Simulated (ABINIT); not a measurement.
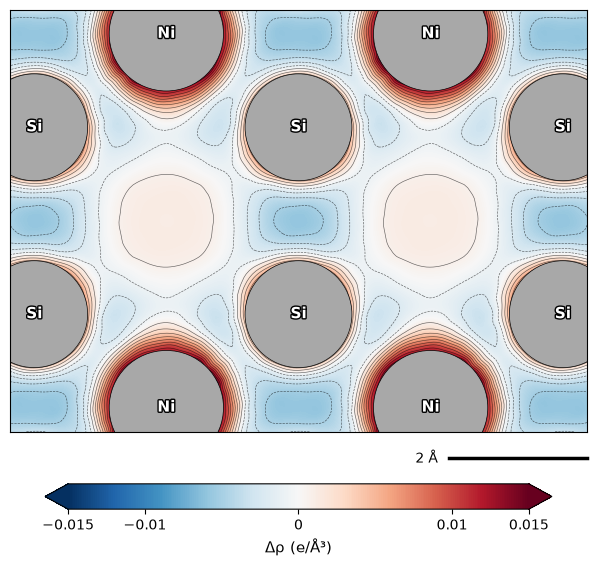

Si2Ni. Difference of the valence pseudo-densities of two functionals at the same geometry, on the (011̄) plane of the calculation cell: one of LDA and PBE less the other.

Both computed with ABINIT (plane waves, PAW), on the same k-point mesh. Grey discs cover the atomic cores.

```cif
data_structure
_symmetry_space_group_name_H-M 'P 1'
_symmetry_Int_Tables_number 1
_cell_length_a 3.8226
_cell_length_b 3.8226
_cell_length_c 3.8226
_cell_angle_alpha 60.000
_cell_angle_beta 60.000
_cell_angle_gamma 60.000
_cell_volume 39.50
loop_
_atom_site_label
_atom_site_type_symbol
_atom_site_fract_x
_atom_site_fract_y
_atom_site_fract_z
_atom_site_occupancy
Ni1 Ni 0.00000 0.00000 0.00000 1
Si1 Si 0.75000 0.75000 0.75000 1
Si2 Si 0.25000 0.25000 0.25000 1
```

Q: Which was subtracted from which, and what does the map show?

A: It is LDA less PBE. Against PBE, LDA gives more density around Ni (+0.006 e/Å³ on average at 1.0 Å from the nucleus).
